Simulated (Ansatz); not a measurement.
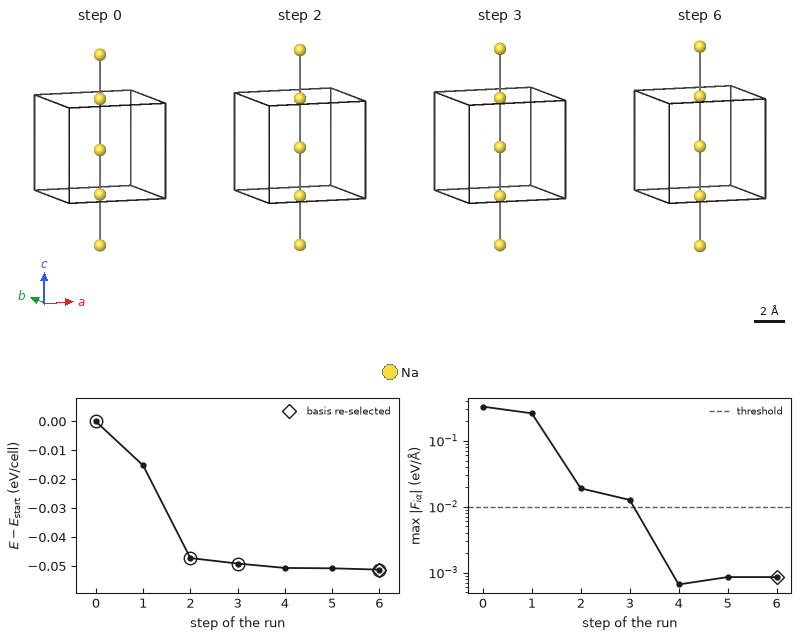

Frames of a relaxation of a wire of composition Na, marked on the history of the run. A ball-and-stick model of the cell of the calculation, with the vacuum cut short, seen slightly off an axis.

Case: dimerised chain of atoms.

These are results of Ansatz 0.2.0, DFT r2SCAN, scalar-relativistic, plane waves, PAW, not measurements.

Input file:
```yaml
crystal:
  lattice:
    - [9.0, 0.0, 0.0]
    - [0.0, 9.3, 0.0]
    - [0.0, 0.0, 6.580485783]
  atoms:
    - { symbol: Na, position: [0.5, 0.5, 0.0], spin: 0.5 }
    - { symbol: Na, position: [0.5, 0.5, 0.465], spin: 0.5 }
basis:
  ecutwfc: 500
kpoints:
  mp_grid: { grid: [1, 1, 10] }
hamiltonian:
  xc: r2scan
scf:
  occupations: { method: gaussian, width: 0.05 }
output:
  forces: true
  stress: true
  eigenvalues: true
  populations: true
  write_density: true
  write_potential: true
  elf: true
  volumetric_format: npy
magnetization:
  spin_polarized: true
relax:
  adjacent_minimum: "off"
  f_tol: 0.01
  max_steps: 45
  cell: { fix: [a, b, alpha, beta, gamma], stress_tol: 0.03 }
```

Launched with:
```bash
ansatz run input.yaml --threads 2 --pin off --max-ram 5120MiB --backend cpu --events-out ev --progress --plain --runs-dir out
```

**Describe the path.**

The energy falls by 51.2 meV per cell of the calculation in 5 accepted moves (6 points after the start). Largest force component: 0.33 eV/Å at the start, 0.00085 eV/Å at the end. The SCF was repeated once at an unchanged geometry on a basis and grid sized afresh for the cell, which shifted the energy by 0.5 meV per cell of the calculation at most. The largest moves relative to the layer's centre, 0.12 Å, are those of Na1 and Na2. Along the periodic axis the drawn cell goes c 6.580 → 6.881 Å (+4.6 %). Among the contacts that change: Na1–Na2 3.060 → 3.440 Å, Na1–Na2 (another image) 3.521 → 3.441 Å. The program noted that the starting moments weren't kept. The run took 4.2 min on 2 threads of Arm Neoverse V2, on a shared host, peak memory 1.8 GiB. From step 0 to 2: Na atoms move most (0.11 Å), energy −47.2 meV per cell of the calculation. From step 2 to 3: energy −1.9 meV per cell of the calculation. From step 3 to 6: energy −2.1 meV per cell of the calculation.

Limits of the set-up: the k-point mesh is coarse for a cell with partly filled bands.
